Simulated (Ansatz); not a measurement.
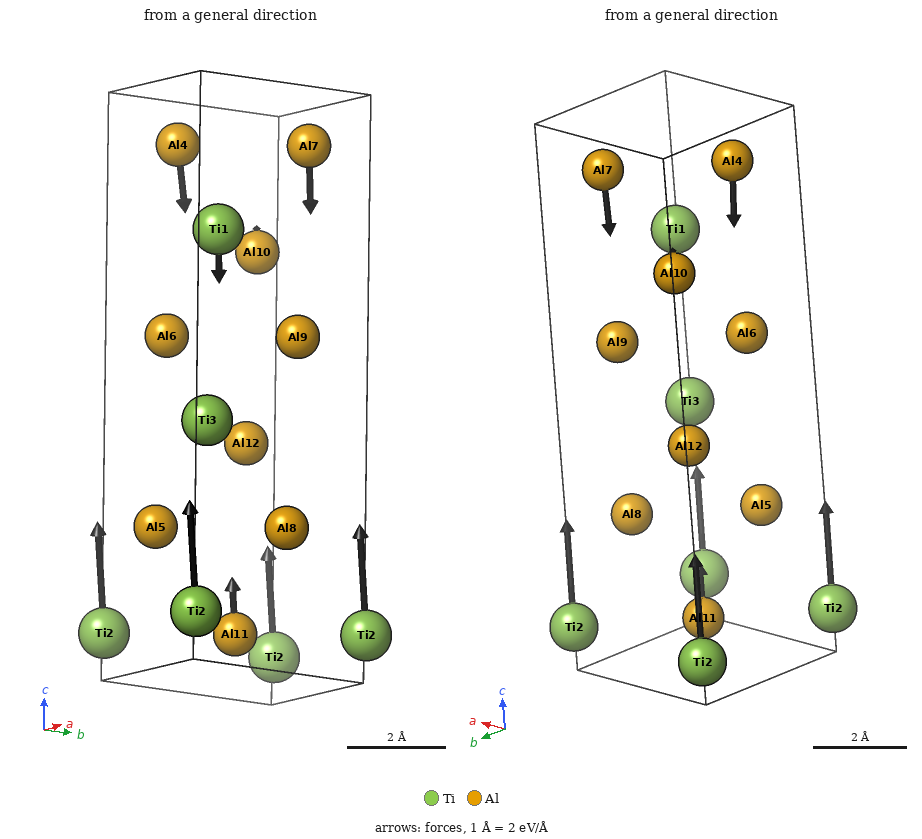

This spheres-only model is shown from two general directions. The frame is the simulation cell; atoms at its boundary are shown with their periodic copies. The arrows are the computed forces on the atoms.

System: TiAl₃. The calculation used DFT r2SCAN, scalar-relativistic, plane waves, PAW in Ansatz 0.2.0, with 500 eV cutoff, Brillouin-zone sampling on a 12×12×4 mesh, Gaussian smearing of 0.15 eV, no spin polarisation.

Has this structure been optimised to equilibrium?

No. The atoms still feel forces of up to about 3.7 eV/Å, far above a usual threshold of 0.01 to 0.03 eV/Å.

Name the atom under the greatest force.

Ti2, about 3.7 eV/Å.

The cell started as a structure listed in the Materials Project. The cell was then strained or its atoms displaced on purpose. A calculation with Ansatz used it as input.
